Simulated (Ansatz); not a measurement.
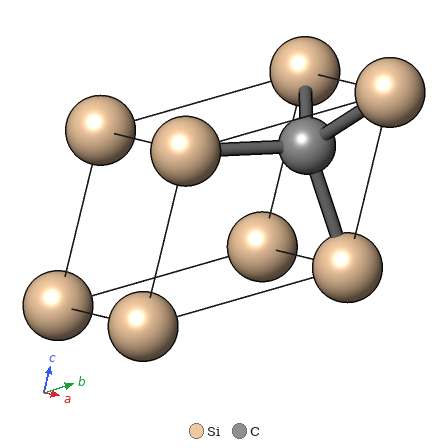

System: SiC, space group F-43m (No. 216). The picture shows the cell.

Starting cell:
```
CELL_PARAMETERS angstrom
0.00000 2.17900 2.17900
2.17900 0.00000 2.17900
2.17900 2.17900 0.00000
ATOMIC_POSITIONS crystal
Si 0.00000 0.00000 0.00000
C 0.75000 0.75000 0.75000
```

How it was computed, with Ansatz 0.2.0: plane-wave DFT, no spin polarisation; elastic constants in Voigt order on the axes of the given cell. Level: PBE.

| setting | value |
| --- | --- |
| k mesh | 7×7×7 |
| occupations | fixed |
| potentials | Ansatz PAW |
| wave cutoff | 420 eV |
| density cutoff | 1680 eV |
| program settings | xc grid level 2, xc grid task forces |

Describe the result: the stiffness matrix in Voigt order.

All six eigenvalues of the matrix are positive (the least is 257 GPa), so the crystal is mechanically stable. Over all directions E runs from 324 to 584 GPa, a ratio of 1.80. E is 324 GPa along x, y and z alike, and 584 GPa along the body diagonal x + y + z. The Hill averages are K = 226 GPa and G = 202 GPa; K/G = 1.12.

Stiffness matrix C (GPa), Voigt order:
```csv
,xx,yy,zz,yz,xz,xy
xx,396.7,140.1,140.1,0.0,0.0,0.0
yy,140.1,396.7,140.1,0.0,0.0,0.0
zz,140.1,140.1,396.7,0.0,0.0,0.0
yz,0.0,0.0,0.0,273.2,0.0,0.0
xz,0.0,0.0,0.0,0.0,273.2,0.0
xy,0.0,0.0,0.0,0.0,0.0,273.2
```

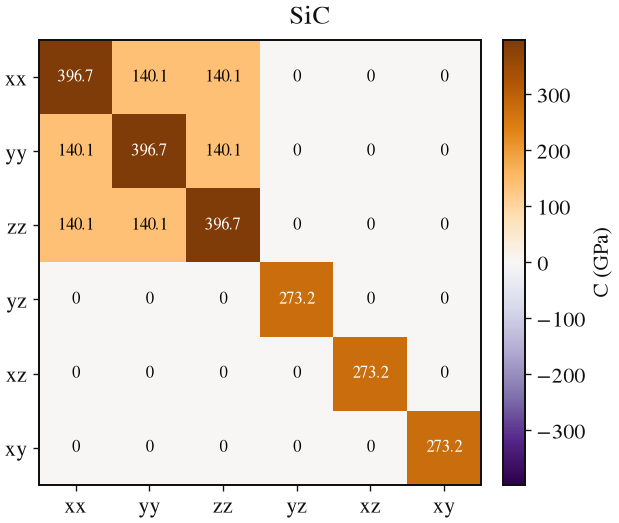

Caveats: cell stressed by over 3 GPa.
